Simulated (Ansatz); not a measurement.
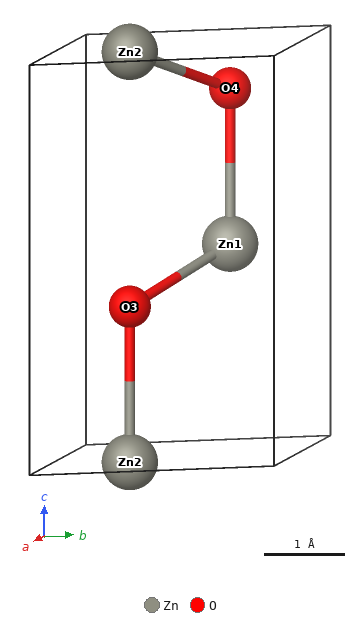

*The structure as given in the input (ball-and-stick view of the cell of the calculation, seen slightly off an axis; atoms are numbered from 1 in the order of the input).*

Near neighbours in the crystal (not all of them lie inside the picture): Zn has 4 O at 1.97 to 1.98 Å; O has 4 Zn at 1.97 to 1.98 Å.

# Single-point calculation of ZnO

The run: single-point calculation of ZnO (P6₃mc, 4 atoms in the cell). Method and program: DFT, PBEsol, PAW with Ansatz's default frozen-core files, scalar-relativistic; levels and slopes about the band extrema at the converged density, no spin polarisation (Ansatz 0.2.0).

The structure derives from an entry of the Crystallography Open Database. It belongs to a series of runs on one base structure; here: PAW files in place of LAPW. Figures and captions count atoms from 1; the log counts them from 0 in places.

Log
```
basis.xc_grid: this run sums the functional at the earlier run's level, 2; the deck as this run reads it gives 1
Engine: ansatz 0.2.0, x86_64-unknown-linux-gnu
Pseudopotentials: kind: paw
Pseudopotential: Zn, paw, valence charge 12, recommended cutoff 420 eV (normal), Zn.paw.azcp
Pseudopotential: O, paw, valence charge 6, recommended cutoff 420 eV (normal), O.paw.azcp
Functional definition: PBEsol
  exchange = pbesol_x
  correlation = pbesol_c
Crystal: 4 atoms, lattice volume = 47.112 Å³
Basis set: ecut = 420 eV, 941 PW (Γ), exchange–correlation on 48×48×72 points (8 copies of the dense FFT grid, shifted against one another)
Bands: 22, of which v1, the nominal top of the filled ones, is band 18 counted from 1 (17 counted from 0)
Symmetry: 12 space group operations
Space group: P63mc (ITA 186), of the structure as read, at distance tolerance 3.6e-5 Å
k-points: 30 of 256 (time reversal used)
Non-local potential: Zn, projectors of the file, l = 0: 2, l = 1: 2, l = 2: 3, l = 3: 1
Non-local potential: O, projectors of the file, l = 0: 2, l = 1: 2, l = 2: 1
PAW form: soft (Blöchl's): semilocal exchange-correlation on the pseudo side does not see the compensation charge
PAW frozen core: Zn, regenerated for the run's functional, and the local potential with it (the file was generated under x = pbe(κ = 0.804, μ = 0.2195149727645171), c = pbe(β = 0.06672455060314922))
PAW frozen core: O, regenerated for the run's functional, and the local potential with it (the file was generated under x = pbe(κ = 0.804, μ = 0.2195149727645171), c = pbe(β = 0.06672455060314922))
PAW one-centre angular grid: Zn, 590 points (default); XC on 64 Gauss nodes
PAW one-centre angular grid: O, 110 points (default); XC on 64 Gauss nodes
Initial density: read from a saved state, or passed on in memory by an earlier SCF of this step, an earlier step, the calling program or the single point that the run made first
Stability of the state it starts from, as read at its close in the unpolarized treatment: not read negative (Ritz values of 1 − χ₀K, real part plus size of imaginary part, from 0.93 to 0.95, by its mixing steps under the symmetry group of the SCF that read it)
Initial wavefunctions: pseudopotential atomic-orbital guess
Functional: x = pbesol(κ = 0.804, μ = 0.12345679012345678), c = pbesol(β = 0.046)
NSCF: frozen V_eff on 30 k-points
SCF 1: post-processed at a frozen density
  greatest PAW one-centre occupation: 0.987 electrons in one spin orbital (limit 2), on the Zn atom at site 1 (counted from 0), in its partial waves of l = 2
NSCF: frozen V_eff on 44 k-points
post-processed at a frozen density (a non-self-consistent diagonalisation pass)
Frozen density: held to its close (this run's Kohn–Sham map moves it by 0.992 times the closing residual that it is held to, a close tighter than 2.5e-8 e/Å³ being held as that figure; up to 4 times is held)
Free energy (F): -7684.257465 eV
Harris-Foulkes:  -7684.257465 eV  (|F-HF|=3.64e-12)
Internal energy: -7684.257465 eV  (E = F + TS)
E sigma→0 (E₀):  -7684.257465 eV
Fermi energy:    7.224957 eV
--- Per-component energies (eV) ---
  E_band       = 63.853522
  E_kinetic    = 610.792564
  E_local      = -3986.106272  (includes V_loc(G=0)·N_el)
  E_nonlocal   = 1338.113934
  E_hartree    = 1633.854050
  E_xc         = -415.065534
  E_vxc        = -289.601453  (∫ρ·V_xc dr)
  E_paw        = -3894.565510  (= ΣΔE_a)
  E_vpaw       = -877.057535  (= ΣTr[D̂ρ^β])
  E_aug_tail   = 0.004186  (compensation charges beyond the density's cutoff)
  E_ewald      = -2972.950169
  E_core_change = 1.665286  (= ΣΔE_core)
  E_smearing   = -0.000000  (= −TS)
  E_closure    = 0.000000  (closes the sum)
  Σ components = -7684.257465   (vs F -7684.257465, Δ=0.00e0)
--- Band table (eV; the first three rows and the last of 30) ---
  k-point 0: bands = ["-10.8857", "-10.1280", "1.4369", "1.4471", "1.4471", "1.4904", "1.6430", "1.6430", "2.6661", "2.6661", "2.8831", "2.8831", "3.1609", "6.4138", "6.4138", "7.1300", "7.2250", "7.2250", "7.9288", "12.4006", "15.3283", "20.0887"]
  k-point 1: bands = ["-10.7804", "-10.2449", "1.2626", "1.3768", "1.4636", "1.4636", "1.6008", "1.6008", "2.7087", "2.7087", "2.8634", "2.8634", "3.7743", "6.1588", "6.5346", "6.5346", "7.1091", "7.1091", "9.0849", "11.8770", "15.8071", "19.4063"]
  k-point 2: bands = ["-10.5185", "-10.5185", "1.2069", "1.2069", "1.5192", "1.5192", "1.5192", "1.5192", "2.7971", "2.7971", "2.7971", "2.7971", "4.9450", "4.9450", "6.8233", "6.8233", "6.8233", "6.8233", "10.6149", "10.6149", "17.1963", "17.1963"]
  k-point 29: bands = ["-9.9894", "-9.9894", "1.3108", "1.3108", "1.7017", "1.7017", "2.1655", "2.1655", "2.7178", "2.7178", "3.1673", "3.1673", "3.4765", "3.4765", "4.6436", "4.6436", "5.9316", "5.9316", "14.3427", "14.3427", "15.6317", "15.6317"]
```

This output came from the following input.

Input file
```yaml
crystal:
  lattice:
    - [3.23006959715, 0.0, 0.0]
    - [-1.61503479858, 2.79732232712, 0.0]
    - [0.0, 0.0, 5.2141134371]
  atoms:
    - { symbol: Zn, position: [0.333333333333, 0.666666666667, 0.500030559383] }
    - { symbol: Zn, position: [0.666666666667, 0.333333333333, 3.0559383e-05] }
    - { symbol: O, position: [0.666666666667, 0.333333333333, 0.378979440617] }
    - { symbol: O, position: [0.333333333333, 0.666666666667, 0.878979440617] }
kpoints:
  mp_grid: { grid: [8, 8, 4] }
scf:
  occupations: { method: fixed }
hamiltonian:
  xc: pbesol
  pseudopotentials: { kind: paw }
output:
  eigenstates:
    kpoints:
      - [0.0, 0.0, 0.0]
      - [0.002570408, -0.001285204, 0.0]
      - [0.005140815, -0.002570408, 0.0]
      - [0.010281631, -0.005140815, 0.0]
      - [0.0, 0.002226038, 0.0]
      - [0.0, 0.004452077, 0.0]
      - [0.0, 0.008904154, 0.0]
      - [0.0, 0.0, 0.00414926]
      - [0.0, 0.0, 0.008298519]
      - [0.0, 0.0, 0.016597039]
      - [0.001817553, 0.00066527, 0.0]
      - [0.003635105, 0.001330541, 0.0]
      - [0.007270211, 0.002661082, 0.0]
      - [0.001817553, -0.000908776, 0.00293397]
      - [0.003635105, -0.001817553, 0.005867939]
      - [0.007270211, -0.003635105, 0.011735879]
      - [0.0, 0.001574047, 0.00293397]
      - [0.0, 0.003148094, 0.005867939]
      - [0.0, 0.006296187, 0.011735879]
      - [0.001484026, 0.000543191, 0.002395576]
      - [0.002968051, 0.001086382, 0.004791152]
      - [0.005936102, 0.002172764, 0.009582305]
      - [0.0, 0.0, 0.0]
      - [0.002570408, -0.001285204, 0.0]
      - [0.005140815, -0.002570408, 0.0]
      - [0.010281631, -0.005140815, 0.0]
      - [0.0, 0.002226038, 0.0]
      - [0.0, 0.004452077, 0.0]
      - [0.0, 0.008904154, 0.0]
      - [0.0, 0.0, 0.00414926]
      - [0.0, 0.0, 0.008298519]
      - [0.0, 0.0, 0.016597039]
      - [0.001817553, 0.00066527, 0.0]
      - [0.003635105, 0.001330541, 0.0]
      - [0.007270211, 0.002661082, 0.0]
      - [0.001817553, -0.000908776, 0.00293397]
      - [0.003635105, -0.001817553, 0.005867939]
      - [0.007270211, -0.003635105, 0.011735879]
      - [0.0, 0.001574047, 0.00293397]
      - [0.0, 0.003148094, 0.005867939]
      - [0.0, 0.006296187, 0.011735879]
      - [0.001484026, 0.000543191, 0.002395576]
      - [0.002968051, 0.001086382, 0.004791152]
      - [0.005936102, 0.002172764, 0.009582305]
    de_dk: true
    e_range: [-3, 3.703860997038]
checkpoint:
  read: ck
  post_process_only: true
```

Launch command:
```bash
ansatz run input.yaml --threads 2 --pin off --max-ram 6144MiB --backend cpu --events-out ev --progress --plain --runs-dir out
```

Summary

- outcome: converged
- space group (tolerance 0.01 Å): P6₃mc (186)
- electrons treated: 36
- free energy: −7684.2575 eV
- Fermi energy: 7.225 eV
- gap on the k-point mesh: 0.70 eV
- hardware: 2 threads of Intel Xeon (Granite Rapids), 128 GiB of memory available, shared host
- wall time: 1.5 s (CPU time 2.8 s)
- peak memory: 0.33 GiB
